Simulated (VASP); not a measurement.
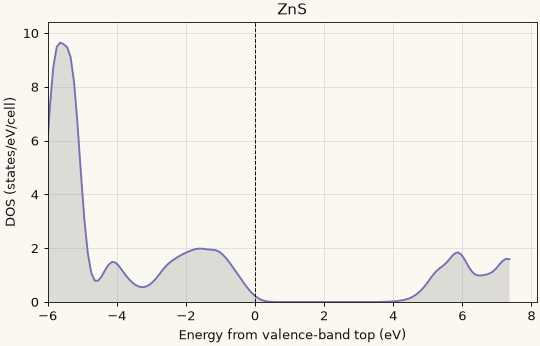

Density of states. Energies are counted from the top of the valence band. The DOS curve is built from the levels of the k mesh with Gaussians 0.55 eV wide, which also blur the band edges; ripples of that width can come from the mesh.

Calculation on zincblende ZnS, space group F-43m, 2 atoms in the primitive cell; cubic a = 5.361 Å.

Computed with VASP 6.6.1: TB-mBJ, VASP PAW PBE potentials, release 64 (Zn, S), no spin polarisation, no spin-orbit coupling, 10×10×10 k mesh, 520 eV cutoff, Gaussian smearing of 0.03 eV.

**Is there a gap at the Fermi level, and how wide?**

There is a gap; over the k points computed it is 3.79 eV (direct to within 0.02 eV).

The PAW data sets were made with another functional. This is a model potential built to give gaps, with no total energy. The cell was derived from a database entry in an earlier step, so it needn't be the measured one.
